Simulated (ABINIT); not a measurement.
# Dielectric calculation of GaN (part 2 of 2)

GaN (Fm-3m, 2 atoms in the cell); Kohn-Sham DFT of a periodic cell, PBE, JTH PAW PBE v2.0, no spin polarisation (ABINIT 10.8.3); cutoff 598.65 eV, 6×6×6 k-mesh, fixed occupations. The structure derives from a Materials Project entry.

Geometry of the input (Å; fractional positions):
```
0.0000  2.1352  2.1352
2.1352  0.0000  2.1352
2.1352  2.1352  0.0000
Ga 0.0000  0.0000  0.0000
N  0.5000  0.5000  0.5000
```

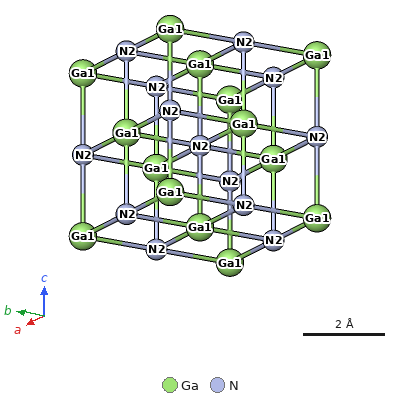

*The structure (ball-and-stick view of the cell 4 times as large as that of the calculation, set on its symmetry axes, seen at an oblique angle; atoms are numbered from 1 in the order of the input).*

**What the program printed, continued**
```
--- !DatasetInfo
iteration_state: {dtset: 2, }
dimensions: {natom: 2, nkpt: 432, mband: 9, nsppol: 1, nspinor: 1, nspden: 1, mpw: 658, }
cutoff_energies: {ecut:  22.0, pawecutdg:  44.0, }
electrons: {nelect:   1.80000000E+01, charge:   0.00000000E+00, occopt:   1.00000000E+00, tsmear:   1.00000000E-02, }
meta: {optdriver: 1, rfelfd: 2, }
...

 mkfilename : getwfk/=0, take file _WFK from output of DATASET   1.

 Exchange-correlation functional for the present dataset will be:
  GGA: Perdew-Burke-Ernzerhof functional - ixc=11
  J.P.Perdew, K.Burke, M.Ernzerhof, PRL 77, 3865 (1996)

 Real(R)+Recip(G) space primitive vectors, cartesian coordinates (Bohr,Bohr^-1):
 R(1)=  0.0000000  4.0350094  4.0350094  G(1)= -0.1239154  0.1239154  0.1239154
 R(2)=  4.0350094  0.0000000  4.0350094  G(2)=  0.1239154 -0.1239154  0.1239154
 R(3)=  4.0350094  4.0350094  0.0000000  G(3)=  0.1239154  0.1239154 -0.1239154
 Unit cell volume ucvol=  1.3139040E+02 bohr^3
 Angles (23,13,12)=  6.00000000E+01  6.00000000E+01  6.00000000E+01 degrees
 setup1 : take into account q-point for computing boxcut.

 Coarse grid specifications (used for wave-functions):

 getcut: wavevector=  0.0000  0.0000  0.0000  ngfft=  27  27  27
         ecut(hartree)=     22.000   => boxcut(ratio)=   2.16112

 Fine grid specifications (used for densities):

 getcut: wavevector=  0.0000  0.0000  0.0000  ngfft=  36  36  36
         ecut(hartree)=     44.000   => boxcut(ratio)=   2.11277
--------------------------------------------------------------------------------

 ==>  initialize data related to q vector <==

 The list of irreducible perturbations for this q vector is:
    1)    idir= 1    ipert=   3
    2)    idir= 2    ipert=   3
    3)    idir= 3    ipert=   3

================================================================================

--------------------------------------------------------------------------------
 Perturbation wavevector (in red.coord.)   0.000000  0.000000  0.000000
 Perturbation : derivative vs k along direction   1
 The set of symmetries contains only one element for this perturbation.
 symkpt : not enough symmetry to change the number of k points.

--------------------------------------------------------------------------------

--------------------------------------------------------------------------------

 Initialisation of the first-order wave-functions :
  ireadwf=   0

--- !BeginCycle
iteration_state: {dtset: 2, }
solver: {iscf: -3, nstep: 80, nline: 4, wfoptalg: 10, }
tolerances: {tolwfr: 1.00E-18, }
...

     iter   2DEtotal(Ha)        deltaE(Ha) residm    vres2
-ETOT  1  -23.370602766548     -2.337E+01 8.123E-01 0.000E+00
 ETOT  2  -23.416070180394     -4.547E-02 3.329E-03 0.000E+00
 ETOT  3  -23.416387182229     -3.170E-04 1.126E-04 0.000E+00
 ETOT  4  -23.416390930755     -3.749E-06 1.403E-06 0.000E+00
 ETOT  5  -23.416390991549     -6.079E-08 4.982E-08 0.000E+00
 ETOT  6  -23.416390992859     -1.311E-09 2.334E-09 0.000E+00
 ETOT  7  -23.416390992896     -3.688E-11 9.839E-11 0.000E+00
 ETOT  8  -23.416390992897     -1.215E-12 5.392E-12 0.000E+00
 ETOT  9  -23.416390992897     -2.487E-14 2.133E-13 0.000E+00
 ETOT 10  -23.416390992897      1.421E-14 1.269E-14 0.000E+00
 ETOT 11  -23.416390992897     -7.105E-15 4.733E-16 0.000E+00
 ETOT 12  -23.416390992897     -7.105E-15 3.005E-17 0.000E+00
 ETOT 13  -23.416390992897      0.000E+00 1.065E-18 0.000E+00
 ETOT 14  -23.416390992897      0.000E+00 9.976E-19 0.000E+00

 At SCF step   14   max residual=  9.98E-19 < tolwfr=  1.00E-18 =>converged.
================================================================================

 ----iterations are completed or convergence reached----

 Mean square residual over all n,k,spin=   51.553E-20; max=  99.760E-20
 dfpt_looppert : ek2=    6.5468804048E+01
          f-sum rule ratio=    5.2951853210E-01
 Expectation of eigenvalue derivatives (hartree) for nkpt= 432  k points:
  (in case of degenerate eigenvalues, averaged derivative)
 kpt#   1, nband=  9, wtk=  0.00231, kpt= -0.0833 -0.1667  0.0000 (reduced coord)
  -0.02868    0.00685   -0.00564   -0.01202    0.00643   -0.00759   -0.14718    0.15888
   0.24176
 prteigrs : prtvol=0 or 1, do not print more k-points.

 2DEtotal=   -0.2341639099E+02 Ha. Also 2DEtotal=   -0.637192459795E+03 eV
    (  non-var. 2DEtotal :   -2.3416390991E+01 Ha)

--------------------------------------------------------------------------------
 Perturbation wavevector (in red.coord.)   0.000000  0.000000  0.000000
 Perturbation : derivative vs k along direction   2
 The set of symmetries contains only one element for this perturbation.
 symkpt : not enough symmetry to change the number of k points.

--------------------------------------------------------------------------------

--------------------------------------------------------------------------------

 Initialisation of the first-order wave-functions :
  ireadwf=   0

--- !BeginCycle
iteration_state: {dtset: 2, }
solver: {iscf: -3, nstep: 80, nline: 4, wfoptalg: 10, }
tolerances: {tolwfr: 1.00E-18, }
...

     iter   2DEtotal(Ha)        deltaE(Ha) residm    vres2
-ETOT  1  -23.370602766312     -2.337E+01 8.123E-01 0.000E+00
 ETOT  2  -23.416070180158     -4.547E-02 3.329E-03 0.000E+00
 ETOT  3  -23.416387181992     -3.170E-04 1.126E-04 0.000E+00
 ETOT  4  -23.416390930519     -3.749E-06 1.403E-06 0.000E+00
 ETOT  5  -23.416390991312     -6.079E-08 4.982E-08 0.000E+00
 ETOT  6  -23.416390992623     -1.311E-09 2.334E-09 0.000E+00
 ETOT  7  -23.416390992659     -3.679E-11 9.839E-11 0.000E+00
 ETOT  8  -23.416390992661     -1.346E-12 5.392E-12 0.000E+00
 ETOT  9  -23.416390992661     -4.263E-14 2.133E-13 0.000E+00
 ETOT 10  -23.416390992661     -2.487E-14 1.269E-14 0.000E+00
 ETOT 11  -23.416390992661      1.066E-14 4.733E-16 0.000E+00
 ETOT 12  -23.416390992661      2.132E-14 3.005E-17 0.000E+00
 ETOT 13  -23.416390992661     -7.105E-15 1.065E-18 0.000E+00
 ETOT 14  -23.416390992661      7.105E-15 9.976E-19 0.000E+00

 At SCF step   14   max residual=  9.98E-19 < tolwfr=  1.00E-18 =>converged.
================================================================================

 ----iterations are completed or convergence reached----

 Mean square residual over all n,k,spin=   51.553E-20; max=  99.760E-20
 dfpt_looppert : ek2=    6.5468804048E+01
          f-sum rule ratio=    5.2951853209E-01
 Expectation of eigenvalue derivatives (hartree) for nkpt= 432  k points:
  (in case of degenerate eigenvalues, averaged derivative)
 kpt#   1, nband=  9, wtk=  0.00231, kpt= -0.0833 -0.1667  0.0000 (reduced coord)
  -0.18032    0.00557    0.01443    0.00044   -0.01294   -0.00590    0.66707    0.04231
  -0.05845
 prteigrs : prtvol=0 or 1, do not print more k-points.

 2DEtotal=   -0.2341639099E+02 Ha. Also 2DEtotal=   -0.637192459788E+03 eV
    (  non-var. 2DEtotal :   -2.3416390991E+01 Ha)

--------------------------------------------------------------------------------
 Perturbation wavevector (in red.coord.)   0.000000  0.000000  0.000000
 Perturbation : derivative vs k along direction   3
 The set of symmetries contains only one element for this perturbation.
 symkpt : not enough symmetry to change the number of k points.

--------------------------------------------------------------------------------

--------------------------------------------------------------------------------

 Initialisation of the first-order wave-functions :
  ireadwf=   0

--- !BeginCycle
iteration_state: {dtset: 2, }
solver: {iscf: -3, nstep: 80, nline: 4, wfoptalg: 10, }
tolerances: {tolwfr: 1.00E-18, }
...

     iter   2DEtotal(Ha)        deltaE(Ha) residm    vres2
-ETOT  1  -23.370602766076     -2.337E+01 8.123E-01 0.000E+00
 ETOT  2  -23.416070179922     -4.547E-02 3.329E-03 0.000E+00
 ETOT  3  -23.416387181755     -3.170E-04 1.126E-04 0.000E+00
 ETOT  4  -23.416390930282     -3.749E-06 1.403E-06 0.000E+00
 ETOT  5  -23.416390991075     -6.079E-08 4.982E-08 0.000E+00
 ETOT  6  -23.416390992386     -1.311E-09 2.334E-09 0.000E+00
 ETOT  7  -23.416390992423     -3.670E-11 9.839E-11 0.000E+00
 ETOT  8  -23.416390992424     -1.286E-12 5.392E-12 0.000E+00
 ETOT  9  -23.416390992424      2.132E-14 2.133E-13 0.000E+00
 ETOT 10  -23.416390992424     -2.132E-14 1.269E-14 0.000E+00
 ETOT 11  -23.416390992424      7.105E-15 4.733E-16 0.000E+00
 ETOT 12  -23.416390992424     -2.842E-14 3.005E-17 0.000E+00
 ETOT 13  -23.416390992424      1.066E-14 1.065E-18 0.000E+00
 ETOT 14  -23.416390992424     -3.553E-15 9.976E-19 0.000E+00

 At SCF step   14   max residual=  9.98E-19 < tolwfr=  1.00E-18 =>converged.
================================================================================

 ----iterations are completed or convergence reached----

 Mean square residual over all n,k,spin=   51.553E-20; max=  99.760E-20
 dfpt_looppert : ek2=    6.5468804048E+01
          f-sum rule ratio=    5.2951853209E-01
 Expectation of eigenvalue derivatives (hartree) for nkpt= 432  k points:
  (in case of degenerate eigenvalues, averaged derivative)
 kpt#   1, nband=  9, wtk=  0.00231, kpt= -0.0833 -0.1667  0.0000 (reduced coord)
   0.10450   -0.00621   -0.00439    0.00579    0.00325    0.00674   -0.25994   -0.10060
  -0.09166
 prteigrs : prtvol=0 or 1, do not print more k-points.

 2DEtotal=   -0.2341639099E+02 Ha. Also 2DEtotal=   -0.637192459782E+03 eV
    (  non-var. 2DEtotal :   -2.3416390991E+01 Ha)
================================================================================

 ---- first-order wavefunction calculations are completed ----

 respfn : d/dk was computed, but no 2DTE, so no DDB output.

================================================================================
== DATASET  3 ==================================================================

--- !DatasetInfo
iteration_state: {dtset: 3, }
dimensions: {natom: 2, nkpt: 432, mband: 9, nsppol: 1, nspinor: 1, nspden: 1, mpw: 658, }
cutoff_energies: {ecut:  22.0, pawecutdg:  44.0, }
electrons: {nelect:   1.80000000E+01, charge:   0.00000000E+00, occopt:   1.00000000E+00, tsmear:   1.00000000E-02, }
meta: {optdriver: 1, rfelfd: 3, }
...

 mkfilename : getwfk/=0, take file _WFK from output of DATASET   1.

 mkfilename : getddk/=0, take file _1WF from output of DATASET   2.

 Exchange-correlation functional for the present dataset will be:
  GGA: Perdew-Burke-Ernzerhof functional - ixc=11
  J.P.Perdew, K.Burke, M.Ernzerhof, PRL 77, 3865 (1996)

 Real(R)+Recip(G) space primitive vectors, cartesian coordinates (Bohr,Bohr^-1):
 R(1)=  0.0000000  4.0350094  4.0350094  G(1)= -0.1239154  0.1239154  0.1239154
 R(2)=  4.0350094  0.0000000  4.0350094  G(2)=  0.1239154 -0.1239154  0.1239154
 R(3)=  4.0350094  4.0350094  0.0000000  G(3)=  0.1239154  0.1239154 -0.1239154
 Unit cell volume ucvol=  1.3139040E+02 bohr^3
 Angles (23,13,12)=  6.00000000E+01  6.00000000E+01  6.00000000E+01 degrees
 setup1 : take into account q-point for computing boxcut.

 Coarse grid specifications (used for wave-functions):

 getcut: wavevector=  0.0000  0.0000  0.0000  ngfft=  27  27  27
         ecut(hartree)=     22.000   => boxcut(ratio)=   2.16112

 Fine grid specifications (used for densities):

 getcut: wavevector=  0.0000  0.0000  0.0000  ngfft=  36  36  36
         ecut(hartree)=     44.000   => boxcut(ratio)=   2.11277
--------------------------------------------------------------------------------

-open ddk wf file :runo_DS2_1WF7
-open ddk wf file :runo_DS2_1WF8
-open ddk wf file :runo_DS2_1WF9

 ==>  initialize data related to q vector <==

 The list of irreducible perturbations for this q vector is:
    1)    idir= 1    ipert=   4

================================================================================

 The perturbation idir=   2  ipert=   4 is
 symmetric of a previously calculated perturbation.
 So, its SCF calculation is not needed.

 The perturbation idir=   3  ipert=   4 is
 symmetric of a previously calculated perturbation.
 So, its SCF calculation is not needed.

--------------------------------------------------------------------------------
 Perturbation wavevector (in red.coord.)   0.000000  0.000000  0.000000
 Perturbation : homogeneous electric field along direction   1
 The set of symmetries contains only one element for this perturbation.
 symkpt : not enough symmetry to change the number of k points.

--------------------------------------------------------------------------------

--------------------------------------------------------------------------------

 Initialisation of the first-order wave-functions :
  ireadwf=   0

--- !BeginCycle
iteration_state: {dtset: 3, }
solver: {iscf: 7, nstep: 80, nline: 4, wfoptalg: 10, }
tolerances: {tolvrs: 1.00E-08, }
...

     iter   2DEtotal(Ha)        deltaE(Ha) residm    vres2
-ETOT  1  -141.09397497309     -1.411E+02 1.384E+01 6.042E+03
 ETOT  2  -142.42495492227     -1.331E+00 2.106E-02 4.405E+02
 ETOT  3  -142.50349292836     -7.854E-02 7.697E-04 4.920E+00
 ETOT  4  -142.50394080950     -4.479E-04 9.581E-06 1.720E-01
 ETOT  5  -142.50395288479     -1.208E-05 2.464E-07 1.572E-02
 ETOT  6  -142.50395369133     -8.065E-07 1.751E-08 1.032E-03
 ETOT  7  -142.50395373513     -4.379E-08 2.065E-10 8.190E-05
 ETOT  8  -142.50395373542     -2.905E-10 7.662E-12 7.270E-06
 ETOT  9  -142.50395373543     -1.043E-11 5.456E-13 6.558E-07
 ETOT 10  -142.50395373543     -5.684E-14 1.822E-14 5.868E-08
 ETOT 11  -142.50395373543      1.450E-12 5.995E-17 5.284E-09

 At SCF step   11       vres2   =  5.28E-09 < tolvrs=  1.00E-08 =>converged.
-open ddk wf file :runo_DS2_1WF7
-open ddk wf file :runo_DS2_1WF8
-open ddk wf file :runo_DS2_1WF9
================================================================================

 ----iterations are completed or convergence reached----

 Mean square residual over all n,k,spin=   23.550E-19; max=  59.951E-18

 2DEtotal=   -0.1425039537E+03 Ha. Also 2DEtotal=   -0.387773012667E+04 eV
    (  non-var. 2DEtotal :   -1.4250395379E+02 Ha)
================================================================================

 ---- first-order wavefunction calculations are completed ----

 ==> Compute Derivative Database <==
 The violation of the charge neutrality conditions
 by the effective charges is as follows :
    atom        electric field
 displacement     direction
       1               1       -0.003753        0.000000
       1               2        0.000000        0.000000
       1               3       -0.000000        0.000000
       2               1        0.000000        0.000000
       2               2       -0.003753        0.000000
       2               3       -0.000000        0.000000
       3               1        0.000000        0.000000
       3               2       -0.000000        0.000000
       3               3       -0.003753        0.000000

 Effective charge tensors after
 imposition of the charge neutrality (if requested by user),
 and eventual restriction to some part :
   atom    displacement
         1         1    3.610472E+00    7.742100E-12   -3.124220E-16
         1         2    7.742372E-12    3.610472E+00   -7.744436E-12
         1         3   -1.453401E-15   -7.745652E-12    3.610472E+00
         2         1   -3.610472E+00   -7.742100E-12    3.124220E-16
         2         2   -7.742372E-12   -3.610472E+00    7.744436E-12
         2         3    1.453401E-15    7.745652E-12   -3.610472E+00
 Now, the imaginary part of the dynamical matrix is zeroed

  Dielectric tensor, in cartesian coordinates,
     j1       j2             matrix element
  dir pert dir pert     real part    imaginary part

   1    4   1    4         8.4944753522        -0.0000000000

   2    4   2    4         8.4944753522        -0.0000000000

   3    4   3    4         8.4944753522        -0.0000000000

  Effective charges, in cartesian coordinates,
  (from electric field response)
   if specified in the inputs, charge neutrality has been imposed
     j1       j2             matrix element
  dir pert dir pert     real part    imaginary part

   1    1   1    4         3.6104715764         0.0000000000
   1    2   1    4        -3.6104715764         0.0000000000

   2    1   2    4         3.6104715761         0.0000000000
   2    2   2    4        -3.6104715761         0.0000000000

   3    1   3    4         3.6104715758         0.0000000000
   3    2   3    4        -3.6104715758         0.0000000000

  Warning: The rigid-atom proper piezoelectric tensor
  from  electric field response requires nsym=1

== END DATASET(S) ==============================================================
================================================================================

 -outvars: echo values of variables after computation  --------
            acell      5.7063649636E+00  5.7063649636E+00  5.7063649636E+00 Bohr
           etotal1    -8.9103697854E+01
           etotal2    -2.3416390992E+01
           etotal3    -1.4250395374E+02
            fcart1    -0.0000000000E+00 -0.0000000000E+00 -0.0000000000E+00
                      -0.0000000000E+00 -0.0000000000E+00 -0.0000000000E+00
            fcart3     0.0000000000E+00  0.0000000000E+00  0.0000000000E+00
                       0.0000000000E+00  0.0000000000E+00  0.0000000000E+00
            rprim      0.0000000000E+00  7.0710678120E-01  7.0710678120E-01
                       7.0710678120E-01  0.0000000000E+00  7.0710678120E-01
                       7.0710678120E-01  7.0710678120E-01  0.0000000000E+00
           strten1     6.1807911292E-05  6.1807911292E-05  6.1807911292E-05
                       0.0000000000E+00  0.0000000000E+00  0.0000000000E+00
           strten3     0.0000000000E+00  0.0000000000E+00  0.0000000000E+00
                       0.0000000000E+00  0.0000000000E+00  0.0000000000E+00
           xangst      0.0000000000E+00  0.0000000000E+00  0.0000000000E+00
                       2.1352349986E+00  2.1352349986E+00  2.1352349986E+00
             xred      0.0000000000E+00  0.0000000000E+00  0.0000000000E+00
                       5.0000000000E-01  5.0000000000E-01  5.0000000000E-01
 Calculation completed.
```

**File anaddb.abo**
```
.Version 10.8.3 of ANADDB
================================================================================

 -outvars_anaddb: echo values of input variables ----------------------

 Flags :
     dieflag         2
 Miscellaneous information :
         asr         2

================================================================================

 read the DDB information and perform some checks

  ==== Info on the Cryst% object ====
 Real(R)+Recip(G) space primitive vectors, cartesian coordinates (Bohr,Bohr^-1):
 R(1)=  0.0000000  4.0350094  4.0350094  G(1)= -0.1239154  0.1239154  0.1239154
 R(2)=  4.0350094  0.0000000  4.0350094  G(2)=  0.1239154 -0.1239154  0.1239154
 R(3)=  4.0350094  4.0350094  0.0000000  G(3)=  0.1239154  0.1239154 -0.1239154
 Unit cell volume ucvol=  1.3139040E+02 bohr^3
 Angles (23,13,12)=  6.00000000E+01  6.00000000E+01  6.00000000E+01 degrees
 Time-reversal symmetry is present
 Reduced atomic positions [iatom, xred, symbol]:
    1)    0.0000000  0.0000000  0.0000000  Ga
    2)    0.5000000  0.5000000  0.5000000   N

 DDB file with 3 blocks has been read.

================================================================================

 Dielectric Tensor and Effective Charges

 anaddb : Zero the imaginary part of the Dynamical Matrix at Gamma,
   and impose the ASR on the effective charges

 The violation of the charge neutrality conditions
 by the effective charges is as follows :
    atom        electric field
 displacement     direction
       1               1       -0.003753        0.000000
       1               2        0.000000        0.000000
       1               3        0.000000        0.000000
       2               1        0.000000        0.000000
       2               2       -0.003753        0.000000
       2               3       -0.000000        0.000000
       3               1       -0.000000        0.000000
       3               2       -0.000000        0.000000
       3               3       -0.003753        0.000000

 Effective charge tensors after
 imposition of the charge neutrality (if requested by user),
 and eventual restriction to some part :
   atom    displacement
         1         1    3.610472E+00   -6.002377E-16    7.295801E-16
         1         2   -1.044327E-15    3.610472E+00   -7.113611E-16
         1         3    1.044327E-15    6.002377E-16    3.610472E+00
         2         1   -3.610472E+00    6.002377E-16   -7.295801E-16
         2         2    1.044327E-15   -3.610472E+00    7.113611E-16
         2         3   -1.044327E-15   -6.002377E-16   -3.610472E+00
 Now, the imaginary part of the dynamical matrix is zeroed

================================================================================

 anaddb : the run completed successfully.
```

**Key numbers**

| quantity | value |
| --- | --- |
| outcome | converged |
| space group (tolerance 0.01 Å) | Fm-3m (225) |
| electrons treated | 18 |
| free energy | −2424.6351 eV |
| Fermi energy of the self-consistent step | 8.006 eV |
| pressure | −1.82 GPa |
| largest force (length of the vector) | under 0.001 eV/Å |
| ε∞ (xx, yy, zz) | 8.49, 8.49, 8.49 |
| Born charges (mean of the diagonal) | Ga1 (3.61 e); N2 (−3.61 e) |
| wall time | 6.2 min |
| peak memory | 0.62 GiB |

Points of doubt noted for this run: cutoff too low for stress.
